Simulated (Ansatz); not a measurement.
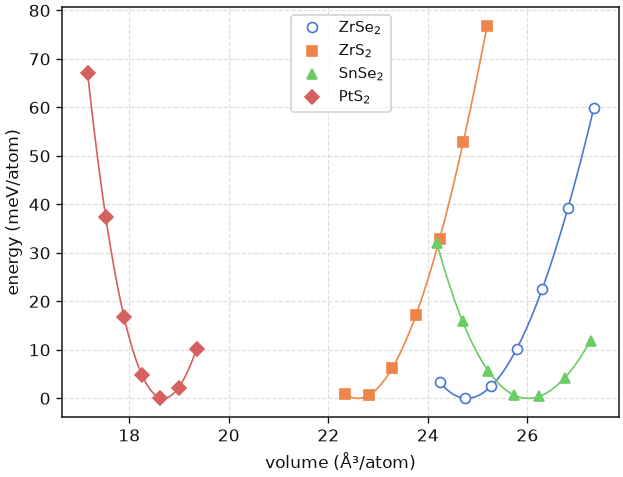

The plot gives the computed energy against volume, with one curve for each compound, for PtS₂, SnSe₂, ZrS₂ and ZrSe₂ (all in space group P-3m1 (No. 164)).

Method: all-electron LAPW DFT, no spin polarisation; energies at scaled volumes of the given cell, shape and fractions fixed, counted from the fit's minimum, third-order Birch-Murnaghan fit (Ansatz 0.2.0). Level: LDA.

occupations Fermi–Dirac; smearing width 0.05 eV; potentials all electron LAPW, scalar relativistic.

Settings that differ: ZrSe2: k mesh 8×8×5; ZrS2: k mesh 8×8×5; SnSe2: k mesh 8×8×5; PtS2: k mesh 9×9×5.

> Order the curves by fitted equilibrium volume, smallest first.

PtS₂ 18.689, ZrS₂ 22.593, ZrSe₂ 24.784, SnSe₂ 26.015 Å³/atom.

> Order the curves by fitted bulk modulus, smallest first.

SnSe₂ 69.1, ZrSe₂ 86.5, ZrS₂ 99.4, PtS₂ 147.3 GPa.

Note: spin-orbit coupling left out, heavy elements (PtS2); shape and atomic fractions are frozen while scaling, which makes layered, chain and framework solids too stiff.

The computed values:

ZrSe₂:
```json
{"volume (Å³/atom)": "24.24", "energy (meV/atom)": "3.39"}
{"volume (Å³/atom)": "24.75", "energy (meV/atom)": "0.01"}
{"volume (Å³/atom)": "25.27", "energy (meV/atom)": "2.47"}
{"volume (Å³/atom)": "25.78", "energy (meV/atom)": "10.18"}
{"volume (Å³/atom)": "26.30", "energy (meV/atom)": "22.61"}
{"volume (Å³/atom)": "26.82", "energy (meV/atom)": "39.29"}
{"volume (Å³/atom)": "27.33", "energy (meV/atom)": "59.79"}
```

ZrS₂:
```json
{"volume (Å³/atom)": "22.34", "energy (meV/atom)": "0.92"}
{"volume (Å³/atom)": "22.81", "energy (meV/atom)": "0.65"}
{"volume (Å³/atom)": "23.29", "energy (meV/atom)": "6.28"}
{"volume (Å³/atom)": "23.76", "energy (meV/atom)": "17.23"}
{"volume (Å³/atom)": "24.24", "energy (meV/atom)": "32.95"}
{"volume (Å³/atom)": "24.71", "energy (meV/atom)": "52.95"}
{"volume (Å³/atom)": "25.19", "energy (meV/atom)": "76.80"}
```

SnSe₂:
```json
{"volume (Å³/atom)": "24.18", "energy (meV/atom)": "32.01"}
{"volume (Å³/atom)": "24.70", "energy (meV/atom)": "15.90"}
{"volume (Å³/atom)": "25.21", "energy (meV/atom)": "5.68"}
{"volume (Å³/atom)": "25.73", "energy (meV/atom)": "0.71"}
{"volume (Å³/atom)": "26.24", "energy (meV/atom)": "0.41"}
{"volume (Å³/atom)": "26.76", "energy (meV/atom)": "4.29"}
{"volume (Å³/atom)": "27.27", "energy (meV/atom)": "11.91"}
```

PtS₂:
```json
{"volume (Å³/atom)": "17.17", "energy (meV/atom)": "67.19"}
{"volume (Å³/atom)": "17.53", "energy (meV/atom)": "37.32"}
{"volume (Å³/atom)": "17.90", "energy (meV/atom)": "16.83"}
{"volume (Å³/atom)": "18.26", "energy (meV/atom)": "4.72"}
{"volume (Å³/atom)": "18.63", "energy (meV/atom)": "0.09"}
{"volume (Å³/atom)": "18.99", "energy (meV/atom)": "2.18"}
{"volume (Å³/atom)": "19.36", "energy (meV/atom)": "10.25"}
```
